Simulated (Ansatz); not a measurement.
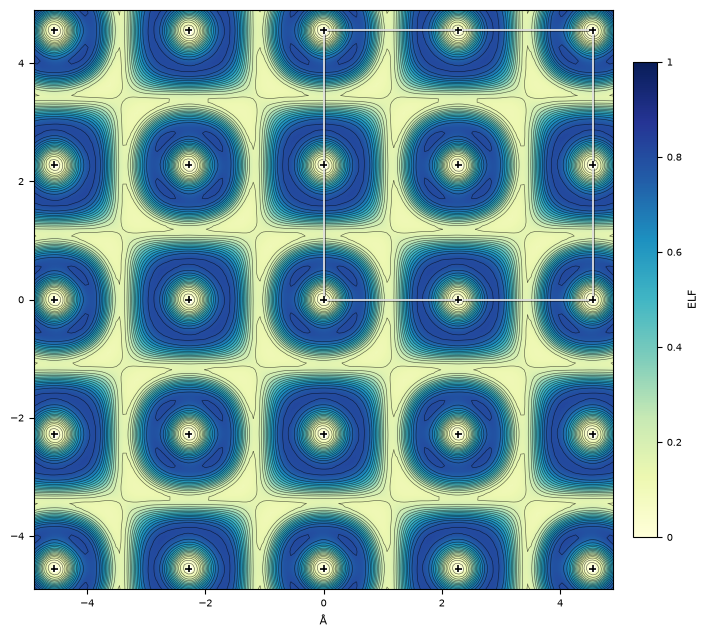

The ELF on a plane through atoms (crosses mark nuclei in the plane).

All numbers below come from DFT PBEsol, scalar-relativistic, plane waves, PAW (Ansatz).

Candidates:
A. Ti18O (cell with a defect), a = 6.81 Å, b = 6.81 Å, c = 6.81 Å, α = 79.48°, β = 79.48°, γ = 79.48°. Computed without spin polarisation.
B. ZrN, a = 4.55 Å, b = 4.55 Å, c = 4.55 Å, α = 90.00°, β = 90.00°, γ = 90.00°. Space group Fm-3m; computed without spin polarisation.
C. Ti, a = 2.90 Å, b = 2.90 Å, c = 4.59 Å, α = 90.00°, β = 90.00°, γ = 120.00°. Space group P6₃/mmc; computed without spin polarisation.

> Which candidate gave the map?

Candidate B: ZrN on the (001) plane of the conventional cell, which holds Zr and N. Zr–N (2.28 Å): the ELF peaks at about 0.80 in the valence shell of N, 0.7 Å from its nucleus, and drops to about 0.15 between the two atoms (no localised pair shows between them). Zr–Zr (3.22 Å): the ELF is about 0.15 at the midpoint; no shared electron pair shows on this line.
